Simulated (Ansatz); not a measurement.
# Energy of Ge along a strain of the cell

System: Ge (2 atoms in the cell).
Method: DFT PBEsol, scalar-relativistic, plane waves, PAW, no spin polarisation (Ansatz 0.2.0).

The 5 runs differ only in the geometry, by a strain of the cell at fixed fractional positions. Against run 3, the strain is εxx = η and εyy = η. The structure derives from an entry of the Crystallography Open Database.

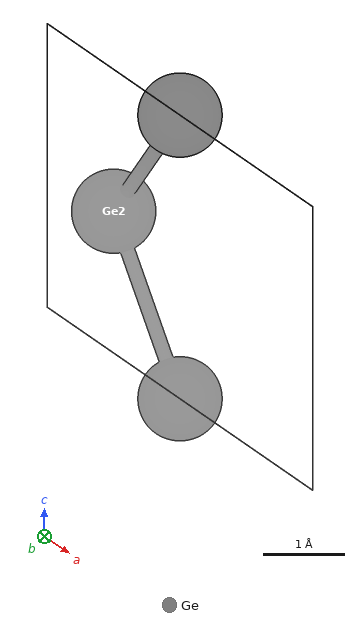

Figure 1. The structure of run 3 (ball-and-stick view of the reduced cell, along the b axis; atoms are numbered from 1 in the order of the input).

## Input of run 3
```yaml
crystal:
  lattice:
    - [0.0, 2.82877, 2.89948925]
    - [2.82877, 0.0, 2.89948925]
    - [2.82877, 2.82877, 0.0]
  atoms:
    - { symbol: Ge, position: [0.5, 0.5, 0.5] }
    - { symbol: Ge, position: [0.75, 0.75, 0.75] }
basis:
  ecutwfc: 420
kpoints:
  mp_grid: { grid: [14, 14, 14] }
hamiltonian:
  xc: pbesol
scf:
  occupations: { method: gaussian, width: 0.15 }
output:
  forces: true
  stress: true
  eigenvalues: true
```

Command:
```bash
ansatz run input.yaml --threads 1 --pin off --max-ram 2560MiB --backend cpu --events-out ev --progress --plain --runs-dir out
```

Run 4 differs from it as follows:
```diff
-    - [0.0, 2.82877, 2.89948925]
-    - [2.82877, 0.0, 2.89948925]
-    - [2.82877, 2.82877, 0.0]
+    - [0.0, 2.89948925, 2.89948925]
+    - [2.89948925, 0.0, 2.89948925]
+    - [2.89948925, 2.89948925, 0.0]
```

## Results, with one run withheld

```csv
run,strain parameter η (%),"free energy per atom, from the lowest run given (meV)",pressure (GPa)
1,−5.0000,57.42,7.18
2,−2.5000,12.04,2.61
3,0.0000,0.00,−0.96
4,2.5000,?,?
5,5.0000,53.20,−5.75
```

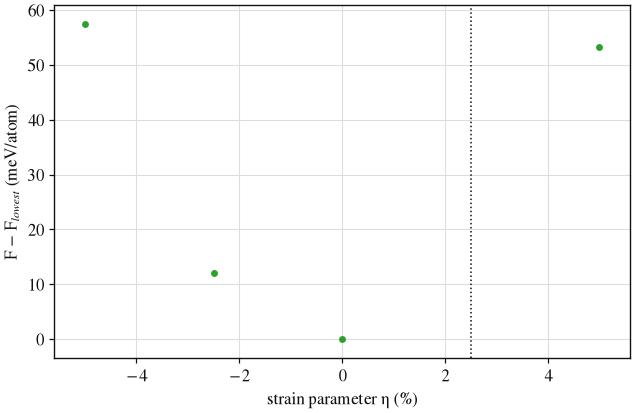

Figure 2. Free energy per atom of the runs given; the dotted line marks run 4.

Fit the runs given and predict run 4.

A quadratic polynomial in the coordinate, fitted to the 4 runs given, misses them by at most 1.65 meV per atom. With x = η + 0.6250, it reads F = −0.14793 − 3.1565 x + 2.2537 x² (meV per atom). At run 4 it gives 12.00 meV per atom, and the run itself gives 15.47. The fit has its minimum at η = 0.0753 %. So low a polynomial doesn't follow these energies more closely.

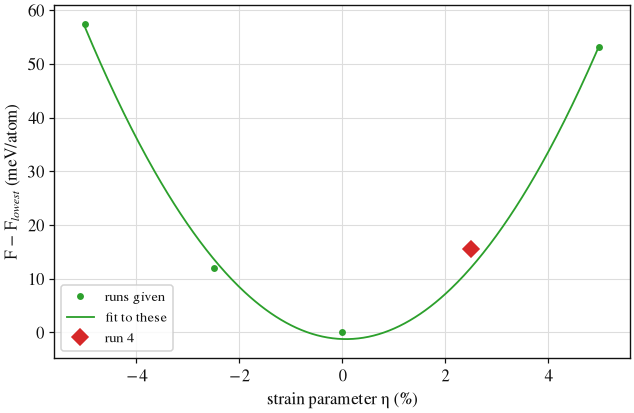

Figure 3. The fit and the withheld run.

## Output, shortened to warnings, some set-up lines, iterations and results (run 4)
```
Basis set: ecut = 420 eV, 941 PW (Γ), exchange–correlation on 60×60×60 points (8 copies of the dense FFT grid, shifted against one another)
Symmetry: 48 space group operations
k-points: 104 of 2744
Initial density: superposition of atomic densities (neutral atoms: chi_scale 0, normalization atom), corrected by the library's trained network
[...]
SCF iter   1: F=—  HF=-8506.958339 eV  |F-HF|=—  |Δ(HF+E_count)|=         —  Δρ=2.95e-3  dr2=5.80e-3  ethr=1.77e-3  ⟨swp⟩=5.2  Hψ=8532  notcnv=0
SCF iter   2: F=—  HF=-8506.956970 eV  |F-HF|=—  |Δ(HF+E_count)|=   1.37e-3  Δρ=2.07e-3  dr2=3.18e-3  ethr=2.07e-5  ⟨swp⟩=1.0  Hψ=2712  notcnv=0
SCF iter   3: F=—  HF=-8506.956910 eV  |F-HF|=—  |Δ(HF+E_count)|=   5.95e-5  Δρ=8.78e-4  dr2=3.02e-4  ethr=1.14e-5  ⟨swp⟩=2.3  Hψ=3079  notcnv=0
SCF iter   4: F=—  HF=-8506.956923 eV  |F-HF|=—  |Δ(HF+E_count)|=   1.29e-5  Δρ=3.71e-4  dr2=1.35e-4  ethr=1.08e-6  ⟨swp⟩=2.0  Hψ=3220  notcnv=0
SCF iter   5: F=—  HF=-8506.956902 eV  |F-HF|=—  |Δ(HF+E_count)|=   2.12e-5  Δρ=2.18e-4  dr2=1.74e-5  ethr=4.82e-7  ⟨swp⟩=2.0  Hψ=3331  notcnv=0
SCF iter   6: F=—  HF=-8506.956924 eV  |F-HF|=—  |Δ(HF+E_count)|=   2.20e-5  Δρ=5.97e-5  dr2=6.00e-7  ethr=6.20e-8  ⟨swp⟩=3.0  Hψ=3335  notcnv=0
SCF iter   7: F=—  HF=-8506.956924 eV  |F-HF|=—  |Δ(HF+E_count)|=   2.60e-7  Δρ=1.89e-5  dr2=6.58e-8  ethr=3.57e-10  ⟨swp⟩=5.2  Hψ=8429  notcnv=0
SCF iter   8: F=-8506.956924 eV  HF=-8506.956924 eV  |F-HF|=1.01e-8  |Δ(HF+E_count)|=   5.01e-8  Δρ=4.56e-6  dr2=4.02e-9  ethr=2.35e-10  ⟨swp⟩=3.4  Hψ=5275  notcnv=0
SCF 1 converged in 8 iterations: F = -8506.956924 eV  dr2 = 4.02e-9
SCF converged after 8 iterations
Free energy (F): -8506.956924 eV
Harris-Foulkes:  -8506.956924 eV  (|F-HF|=1.01e-8)
Internal energy: -8506.955598 eV  (E = F + TS)
E sigma→0 (E₀):  -8506.956261 eV
Entropy (-TS):   -0.001326 eV (-0.663 meV/atom)
Fermi energy:    7.454104 eV
--- Per-component energies (eV) ---
  E_band       = -325.632698
  E_kinetic    = 221.237860
  E_local      = -5049.392847  (includes V_loc(G=0)·N_el)
  E_nonlocal   = 839.216750
  E_hartree    = 2208.375621
  E_xc         = -149.017837
  E_vxc        = -128.238914  (∫ρ·V_xc dr)
  E_paw        = -3957.487138  (= ΣΔE_a)
  E_vpaw       = -625.212538  (= ΣTr[D̂ρ^β])
  E_aug_tail   = 0.000703  (compensation charges beyond the density's cutoff)
  E_ewald      = -2621.724583
  E_core_change = 1.835872  (= ΣΔE_core)
  E_smearing   = -0.001326  (= −TS)
  E_closure    = 0.000000  (closes the sum)
  Σ components = -8506.956924   (vs F -8506.956924, Δ=0.00e0)
--- Forces (eV/Å), atoms counted from 1 ---
  atom   1  Ge    -0.00000000    -0.00000000     0.00000000
  atom   2  Ge    -0.00000000     0.00000000     0.00000000
  max |Σ_I F_I| component: 1.39e-16 eV/Å
--- Stress (GPa, compression-positive) ---
       -3.691933       0.000000       0.000000
        0.000000      -3.691933      -0.000000
        0.000000       0.000000      -3.691933
  P = ⅓ Tr σ = -3.6919 GPa (-36.919 kbar)
```
